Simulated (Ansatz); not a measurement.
# TaN: single-point calculation (part 2 of 3)

Continued. System: TaN (2 atoms in the cell). Method: DFT r2SCAN+U, scalar-relativistic, plane waves, PAW, Ueff = 1 eV on Ta atom 1 d, spin-polarised (Ansatz 0.2.0); cutoff 500 eV, 7×7×7 k-mesh, Gaussian smearing of 0.05 eV, collinear spins. The structure was built on a prototype by a generator; it need not be a known phase. It belongs to a series of runs on one base structure; here: random orbitals: random, high filling.

Geometry of the input (Å; fractional positions):
```
2.7323  0.0000  0.0000
0.0000  2.7323  0.0000
0.0000  0.0000  2.7323
Ta 0.0000  0.0000  0.0000
N  0.5000  0.5000  0.5000
```

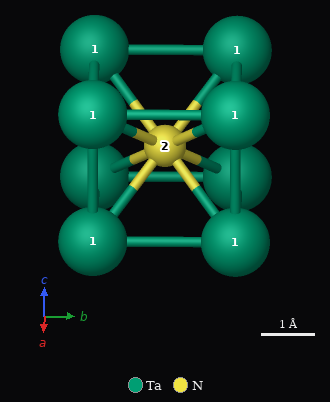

**Figure 1.** The structure (ball-and-stick view of the cell of the calculation, seen at an oblique angle; atoms are numbered from 1 in the order of the input). An atom can appear more than once, as a periodic image.

### The program's output, continued
```
SCF iter   1: F=—  HF=-10326.857443 eV  |F-HF|=—  |Δ(HF+E_count)|=         —  Δρ=8.60e-2 (↑8.23e-2 ↓8.60e-2)  dr2=1.94e-1  dr2_τ=1.32e-1  dr2_m=1.18e0  M=0.216 μB ∫|m|=0.474 μB  β_m=0.30  ethr=1.08e-3  ⟨swp⟩=1.0  Hψ=32779  notcnv=0
preconditioner: auto → none  [metal: Δε(μ)=0.012 eV  Ē_g=12.295 eV  σ=0.050 eV  W_gap=0.14  n_scr=6 (ndim 8)  ℏωp=26.0 eV  f_vac=0.000  D(μ)=0.68/eV (n_scr^D=6)  sad-step TF]
SCF iter   2: F=—  HF=-10327.446400 eV  |F-HF|=—  |Δ(HF+E_count)|=   5.89e-1  Δρ=6.19e-2 (↑5.91e-2 ↓6.19e-2)  dr2=1.39e-1  dr2_τ=8.43e-3  dr2_m=5.90e-1  M=0.216 μB ∫|m|=0.459 μB  β_m=0.30  ethr=1.08e-3  ⟨swp⟩=2.7  Hψ=8596  notcnv=0  κ⁻¹=1.0e0(r=1)
SCF iter   3: F=—  HF=-10327.769844 eV  |F-HF|=—  |Δ(HF+E_count)|=   3.23e-1  Δρ=4.12e-2 (↑3.87e-2 ↓4.12e-2)  dr2=4.36e-2  dr2_τ=4.60e-3  dr2_m=2.90e-1  M=0.216 μB ∫|m|=0.443 μB  β_m=0.30  ethr=7.71e-4  ⟨swp⟩=2.7  Hψ=9436  notcnv=0  defer=93  κ⁻¹=2.4e-2(r=2)
SCF iter   4: F=—  HF=-10327.854227 eV  |F-HF|=—  |Δ(HF+E_count)|=   8.44e-2  Δρ=2.89e-2 (↑2.79e-2 ↓2.89e-2)  dr2=1.45e-2  dr2_τ=2.03e-3  dr2_m=1.47e-1  M=0.216 μB ∫|m|=0.419 μB  β_m=0.30  ethr=2.42e-4  ⟨swp⟩=2.0  Hψ=7775  notcnv=0  defer=231  κ⁻¹=1.5e-3(r=3)
SCF iter   5: F=—  HF=-10327.898680 eV  |F-HF|=—  |Δ(HF+E_count)|=   4.45e-2  Δρ=2.03e-2 (↑2.03e-2 ↓1.98e-2)  dr2=2.90e-4  dr2_τ=1.14e-3  dr2_m=7.49e-2  M=0.216 μB ∫|m|=0.400 μB  β_m=0.30  ethr=8.05e-5  ⟨swp⟩=2.1  Hψ=7766  notcnv=0  defer=231  κ⁻¹=5.3e-5(r=4)
SCF iter   6: F=—  HF=-10327.922992 eV  |F-HF|=—  |Δ(HF+E_count)|=   2.43e-2  Δρ=1.43e-2 (↑1.43e-2 ↓1.43e-2)  dr2=3.85e-5  dr2_τ=4.76e-4  dr2_m=3.82e-2  M=0.216 μB ∫|m|=0.387 μB  β_m=0.30  ethr=1.61e-6  ⟨swp⟩=2.0  Hψ=7640  notcnv=0  defer=231  κ⁻¹=5.6e-6(r=5)
SCF iter   7: F=—  HF=-10327.935183 eV  |F-HF|=—  |Δ(HF+E_count)|=   1.22e-2  Δρ=1.03e-2 (↑1.03e-2 ↓1.02e-2)  dr2=3.63e-6  dr2_τ=2.48e-4  dr2_m=1.97e-2  M=0.216 μB ∫|m|=0.376 μB  β_m=0.30  ethr=2.14e-7  ⟨swp⟩=2.8  Hψ=8100  notcnv=0  defer=231  κ⁻¹=1.3e-6(r=6)
SCF iter   8: F=—  HF=-10327.941539 eV  |F-HF|=—  |Δ(HF+E_count)|=   6.36e-3  Δρ=7.39e-3 (↑7.39e-3 ↓7.36e-3)  dr2=3.30e-6  dr2_τ=1.30e-4  dr2_m=1.02e-2  M=0.216 μB ∫|m|=0.368 μB  β_m=0.76  ethr=2.02e-8  ⟨swp⟩=3.6  Hψ=10186  notcnv=0  defer=231
Mixer restart at iter 8: flushing history
spin-set hold released at iteration 8 (site moments contracting): the magnetisation degrees of freedom join the quasi-Newton model from the next iteration; the mixer history was flushed
SCF iter   9: F=—  HF=-10327.948152 eV  |F-HF|=—  |Δ(HF+E_count)|=   6.61e-3  Δρ=2.42e-3 (↑2.42e-3 ↓2.31e-3)  dr2=6.61e-6  dr2_τ=3.71e-5  dr2_m=1.04e-3  M=0.216 μB ∫|m|=0.350 μB  β_m=1.20  ethr=1.83e-8  ⟨swp⟩=3.9  Hψ=11893  notcnv=0  defer=231  κ⁻¹=1.0e0(r=1)
SCF iter  10: F=—  HF=-10327.948685 eV  |F-HF|=—  |Δ(HF+E_count)|=   5.32e-4  Δρ=3.05e-4 (↑3.05e-4 ↓2.44e-4)  dr2=4.56e-6  dr2_τ=2.81e-6  dr2_m=1.22e-5  M=0.215 μB ∫|m|=0.334 μB  β_m=1.20  ethr=1.83e-8  ⟨swp⟩=3.3  Hψ=10803  notcnv=0  defer=231  κ⁻¹=1.9e-2(r=2)
SCF iter  11: F=—  HF=-10327.948833 eV  |F-HF|=—  |Δ(HF+E_count)|=   1.48e-4  Δρ=9.68e-5 (↑9.68e-5 ↓9.28e-5)  dr2=1.82e-6  dr2_τ=1.37e-7  dr2_m=6.77e-7  M=0.215 μB ∫|m|=0.330 μB  β_m=1.20  ethr=1.83e-8  ⟨swp⟩=3.2  Hψ=9063  notcnv=0  defer=231  κ⁻¹=7.9e-4(r=3)
SCF iter  12: F=—  HF=-10327.948919 eV  |F-HF|=—  |Δ(HF+E_count)|=   8.59e-5  Δρ=4.88e-5 (↑4.64e-5 ↓4.88e-5)  dr2=6.14e-7  dr2_τ=1.48e-8  dr2_m=2.89e-8  M=0.215 μB ∫|m|=0.329 μB  β_m=1.20  ethr=1.01e-8  ⟨swp⟩=2.0  Hψ=7706  notcnv=0  defer=231  κ⁻¹=6.7e-5(r=4)
SCF iter  13: F=—  HF=-10327.948971 eV  |F-HF|=—  |Δ(HF+E_count)|=   5.19e-5  Δρ=1.99e-5 (↑1.99e-5 ↓1.88e-5)  dr2=8.39e-8  dr2_τ=3.48e-9  dr2_m=1.02e-8  M=0.215 μB ∫|m|=0.328 μB  β_m=1.20  ethr=3.41e-9  ⟨swp⟩=3.7  Hψ=9295  notcnv=0  defer=231  κ⁻¹=1.2e-5(r=5)
SCF iter  14: F=—  HF=-10327.948978 eV  |F-HF|=—  |Δ(HF+E_count)|=   7.34e-6  Δρ=8.20e-6 (↑8.20e-6 ↓7.94e-6)  dr2=2.08e-8  dr2_τ=3.91e-10  dr2_m=6.64e-10  M=0.215 μB ∫|m|=0.328 μB  β_m=1.20  ethr=4.66e-10  ⟨swp⟩=3.7  Hψ=9324  notcnv=0  defer=231  κ⁻¹=2.2e-6(r=6)
SCF iter  15: F=—  HF=-10327.948979 eV  |F-HF|=—  |Δ(HF+E_count)|=   1.07e-6  Δρ=1.92e-6 (↑1.85e-6 ↓1.92e-6)  dr2=7.79e-10  dr2_τ=3.47e-11  dr2_m=9.08e-11  M=0.215 μB ∫|m|=0.328 μB  β_m=1.20  ethr=1.15e-10  ⟨swp⟩=3.1  Hψ=8494  notcnv=0  defer=231  κ⁻¹=1.3e-8(r=7)
Mixer restart at iter 15: flushing history
SCF iter  16: F=-10328.918859 eV  HF=-10327.948979 eV  |F-HF|=9.70e-1  |Δ(HF+E_count)|=         —  Δρ=1.92e-6 (↑1.85e-6 ↓1.92e-6)  dr2=7.78e-10  dr2_τ=3.35e-11  dr2_m=9.05e-11  M=0.215 μB ∫|m|=0.328 μB  β_m=1.20  ethr=4.33e-12  ⟨swp⟩=1.1  Hψ=4608  notcnv=0  defer=231
SCF iter  17: F=-10328.951865 eV  HF=-10328.449322 eV  |F-HF|=5.03e-1  |Δ(HF+E_count)|=   5.00e-1  Δρ=2.70e-3 (↑2.70e-3 ↓1.05e-3)  dr2=6.79e-4  dr2_τ=4.44e-5  dr2_m=4.60e-4  M=0.212 μB ∫|m|=0.304 μB  β_m=1.20  ethr=4.32e-12  ⟨swp⟩=15.4  Hψ=43226  notcnv=0  κ⁻¹=1.0e0(r=1)
SCF iter  18: F=-10328.988171 eV  HF=-10328.985243 eV  |F-HF|=2.93e-3  |Δ(HF+E_count)|=   5.36e-1  Δρ=2.84e-3 (↑2.71e-3 ↓2.84e-3)  dr2=1.74e-3  dr2_τ=8.58e-5  dr2_m=4.11e-4  M=0.198 μB ∫|m|=0.207 μB  β_m=1.20  ethr=4.32e-12  ⟨swp⟩=7.3  Hψ=25989  notcnv=0  defer=201  κ⁻¹=2.4e-3(r=2)
SCF iter  19: F=-10328.988697 eV  HF=-10328.987375 eV  |F-HF|=1.32e-3  |Δ(HF+E_count)|=   2.13e-3  Δρ=1.68e-3 (↑1.68e-3 ↓1.46e-3)  dr2=7.29e-4  dr2_τ=5.88e-6  dr2_m=7.53e-6  M=0.194 μB ∫|m|=0.195 μB  β_m=1.20  ethr=4.32e-12  ⟨swp⟩=6.3  Hψ=19517  notcnv=0  defer=226  κ⁻¹=1.4e-3(r=3)
SCF iter  20: F=-10328.988895 eV  HF=-10328.988514 eV  |F-HF|=3.81e-4  |Δ(HF+E_count)|=   1.14e-3  Δρ=7.30e-4 (↑7.30e-4 ↓7.09e-4)  dr2=1.15e-4  dr2_τ=2.78e-6  dr2_m=1.19e-5  M=0.193 μB ∫|m|=0.194 μB  β_m=1.20  ethr=4.32e-12  ⟨swp⟩=6.0  Hψ=16908  notcnv=0  defer=226  κ⁻¹=2.3e-4(r=4)
SCF iter  21: F=-10328.988947 eV  HF=-10328.988933 eV  |F-HF|=1.33e-5  |Δ(HF+E_count)|=   4.19e-4  Δρ=1.95e-4 (↑1.95e-4 ↓1.91e-4)  dr2=8.97e-6  dr2_τ=1.28e-7  dr2_m=1.11e-6  M=0.194 μB ∫|m|=0.194 μB  β_m=1.20  ethr=4.32e-12  ⟨swp⟩=5.9  Hψ=16087  notcnv=0  defer=226  κ⁻¹=3.8e-5(r=5)
SCF iter  22: F=-10328.988948 eV  HF=-10328.988947 eV  |F-HF|=1.25e-6  |Δ(HF+E_count)|=   1.40e-5  Δρ=1.24e-4 (↑1.24e-4 ↓1.04e-4)  dr2=3.93e-6  dr2_τ=4.83e-8  dr2_m=1.44e-7  M=0.194 μB ∫|m|=0.194 μB  β_m=1.20  ethr=4.32e-12  ⟨swp⟩=4.0  Hψ=12602  notcnv=0  defer=226  κ⁻¹=4.1e-6(r=6)
SCF iter  23: F=-10328.988949 eV  HF=-10328.988949 eV  |F-HF|=2.89e-7  |Δ(HF+E_count)|=   1.84e-6  Δρ=4.18e-5 (↑4.18e-5 ↓3.82e-5)  dr2=4.03e-7  dr2_τ=7.55e-9  dr2_m=2.02e-8  M=0.194 μB ∫|m|=0.194 μB  β_m=1.20  ethr=4.32e-12  ⟨swp⟩=4.0  Hψ=12276  notcnv=0  defer=226  κ⁻¹=1.1e-6(r=7)
iter 24 did not close the SCF: its close was put off for a magnetic moment that had not settled (scf_convergence_deferred on its scf_iter line)
SCF iter  24: F=-10328.988950 eV  HF=-10328.988949 eV  |F-HF|=5.12e-8  |Δ(HF+E_count)|=   3.84e-7  Δρ=1.29e-5 (↑1.29e-5 ↓1.17e-5)  dr2=4.38e-8  dr2_τ=5.42e-10  dr2_m=1.29e-9  M=0.194 μB ∫|m|=0.194 μB  β_m=1.20  ethr=4.32e-12  ⟨swp⟩=7.8  Hψ=30279  notcnv=0  κ⁻¹=9.7e-8(r=8)
iter 25 did not close the SCF: its close was put off for a magnetic moment that had not settled (scf_convergence_deferred on its scf_iter line)
SCF iter  25: F=-10328.988950 eV  HF=-10328.988950 eV  |F-HF|=1.80e-8  |Δ(HF+E_count)|=   4.74e-8  Δρ=5.99e-6 (↑5.66e-6 ↓5.99e-6)  dr2=8.35e-9  dr2_τ=1.47e-10  dr2_m=4.86e-10  M=0.194 μB ∫|m|=0.194 μB  β_m=1.20  ethr=4.32e-12  ⟨swp⟩=4.6  Hψ=25227  notcnv=0  κ⁻¹=1.8e-8(r=8)
iter 26 did not close the SCF: its close was put off for a magnetic moment that had not settled (scf_convergence_deferred on its scf_iter line)
SCF iter  26: F=-10328.988950 eV  HF=-10328.988950 eV  |F-HF|=1.08e-9  |Δ(HF+E_count)|=   2.08e-8  Δρ=1.68e-6 (↑1.54e-6 ↓1.68e-6)  dr2=7.28e-10  dr2_τ=1.86e-11  dr2_m=6.98e-11  M=0.194 μB ∫|m|=0.194 μB  β_m=1.20  ethr=4.32e-12  ⟨swp⟩=4.9  Hψ=24137  notcnv=0  κ⁻¹=5.8e-7(r=8)
SCF iter  27: F=-10328.988950 eV  HF=-10328.988950 eV  |F-HF|=2.84e-10  |Δ(HF+E_count)|=   1.05e-9  Δρ=6.85e-7 (↑6.85e-7 ↓6.27e-7)  dr2=1.68e-10  dr2_τ=2.05e-12  dr2_m=3.67e-12  M=0.194 μB ∫|m|=0.194 μB  ethr=4.04e-12  ⟨swp⟩=4.5  Hψ=22725  notcnv=0
WARN: hamiltonian.hubbard: on 2 of 2 specified blocks the occupation matrix of this SCF's result fails the test of the specified filling. At site 0 ↑ (sites count from 0 in the list of atoms of the cell that this SCF solves) the least filled combination of the orbitals specified full has occupation 0.290, and the fullest combination of the orbitals specified empty has occupation 0.568; the filling counts as kept where the first is at least 0.75 and exceeds the second by more than 0.25. The same holds at site 0 ↓. The state of this SCF's result may not hold the specified filling, though these bounds can also misjudge a state that does. This warning does not say which state is lower in energy, or whether the specified filling is a self-consistent state at all; see hamiltonian.hubbard.sites[].starting_ns, Limitations, and scf.initial_density.shell_occupations in the input reference
SCF 1 converged in 27 iterations: F = -10328.988950 eV  dr2 = 1.68e-10
  greatest PAW one-centre occupation: 0.998 electrons in one spin orbital (limit 2), on the Ta atom at site 0 (counted from 0), in its partial waves of l = 0
this state was not tested for a lower state beside it, because the mixer in use, unlike msr1, does not test its closes by its own steps (another_mixer; see scf.mixing.algorithm and scf.lower_state_search)
SCF converged after 27 iterations
Magnetization: 0.1937 μB (9.0968 up, 8.9032 down)
Absolute magnetization: 0.1942 μB (∫|ρ↑−ρ↓|, with the PAW one-centre terms)
Spin contamination: 0.0002 ħ² per cell (⟨S²⟩ above its minimum at these occupations)
Per-site moments (μB) at R_I (Å): [(0.11264180818159497, 0.9760772465794253), (0.0071733202203328635, 0.9760772465794253)]
Free energy (F): -10328.988950 eV
Harris-Foulkes:  -10328.988950 eV  (|F-HF|=2.84e-10)
Internal energy: -10328.988611 eV  (E = F + TS)
E sigma→0 (E₀):  -10328.988780 eV
Entropy (-TS):   -0.000338 eV (-0.169 meV/atom)
Fermi energy:    22.487262 eV
--- Per-component energies (eV) ---
  E_band       = -41.500052
  E_kinetic    = 503.002355
  E_local      = -526.919059  (includes V_loc(G=0)·N_el)
  E_nonlocal   = 60.406016
  E_hartree    = 177.742176
  E_xc         = -266.121622
  E_vxc        = -309.031999  (∫ρ·V_xc dr)
  E_hubbard    = 1.058458  (on-site DFT+U / exact-exchange correction)
  E_vhub       = 0.233437  (the Hubbard potential's part of the band-sum identity)
  E_paw        = -8552.223951  (= ΣΔE_a)
  E_vpaw       = -140.577350  (= ΣTr[D̂ρ^β])
  E_aug_tail   = 0.000125  (compensation charges beyond the density's cutoff)
  E_vtau       = 15.902043  (kinetic-family band-sum trace: ∫τ·v_τ [+ j·A + Jᵃ·Aᵃ] dr)
  E_ewald      = -1725.147264
  E_core_change = -0.785845  (= ΣΔE_core)
  E_smearing   = -0.000338  (= −TS)
  E_closure    = 0.000000  (closes the sum)
  Σ components = -10328.988950   (vs F -10328.988950, Δ=0.00e0)
--- Specified on-site occupations, and those of the state reported ---
  electrons in the specified blocks: 2.1000 specified, 3.7670 found
  site 0 (l=d) ↑: largest change of an orbital's occupation 0.6880; electrons 2.0000 specified, 1.9747 found; spectral distance 0.6642
  site 0 (l=d) ↓: largest change of an orbital's occupation 0.4990; electrons 0.1000 specified, 1.7923 found; spectral distance 0.8116
--- Forces (eV/Å), atoms counted from 1 ---
  atom   1  Ta     0.00000000     0.00000000     0.00000000
  atom   2  N      0.00000000     0.00000000     0.00000000
  max |Σ_I F_I| component: 0.00e0 eV/Å
```
